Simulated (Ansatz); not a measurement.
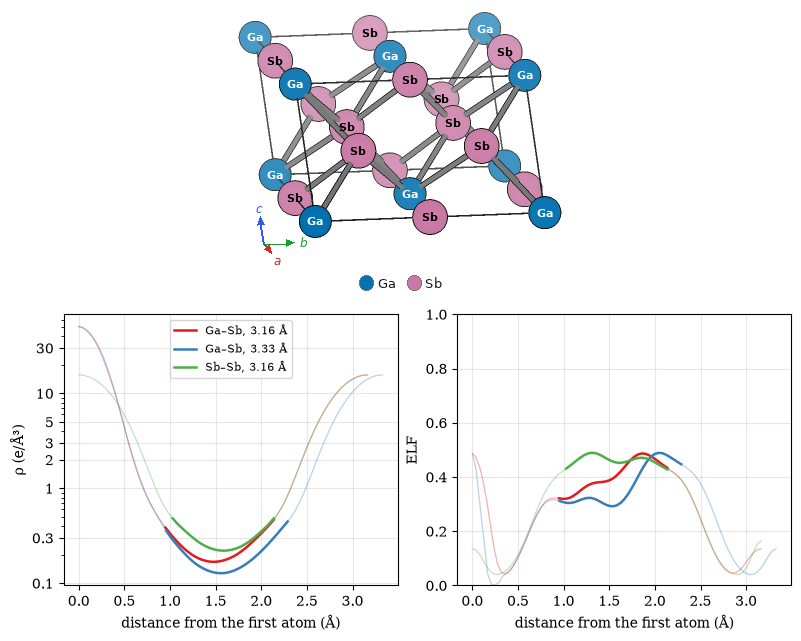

Figure. GaSb$_{3}$. Valence electron density and electron localisation function along straight lines between neighbouring atoms. Thin, pale parts lie inside the atomic spheres. The structure is drawn too.

Space group C2/m; a point of a scan over the structure, not its minimum; a structure from a database of computed crystals, not necessarily the ambient phase; changed on purpose from its base cell (mode 4 frozen in at -0.135 Å, equal normal strain along x and y +0.0400); computed pressure about −3 GPa in this cell; PAW files of the earlier set (soft_1).

Level of theory: DFT PBE+D3(BJ), scalar-relativistic, plane waves, PAW (Ansatz 0.2.0).

In a PAW calculation such maps are meaningful between the atoms, not at the nuclei.

```
Ga Sb
1.0
     0.00000    0.00000    7.29626
    -7.58811    0.00000    0.00000
     0.00000   -3.79405   -3.64813
Ga Sb
2 6
Direct
  0.00000 0.00000 0.00000
  0.50000 0.50000 0.00000
  0.00000 0.76850 0.50000
  0.50000 0.26850 0.50000
  0.00000 0.23150 0.50000
  0.50000 0.73150 0.50000
  0.00000 0.50000 0.00000
  0.50000 0.00000 0.00000
```

Question: Compare the contacts.

Answer: Ga–Sb (3.16 Å): ρ at the midpoint is about 0.17 e/Å³; the ELF is about 0.40 at the midpoint.
Ga–Sb (3.33 Å): ρ is about 0.13 e/Å³ halfway; the ELF is about 0.30 at the midpoint: no shared electron pair shows on this line.
Sb–Sb (3.16 Å): the density is about 0.22 e/Å³ at the midpoint; the ELF is about 0.45 at the midpoint.
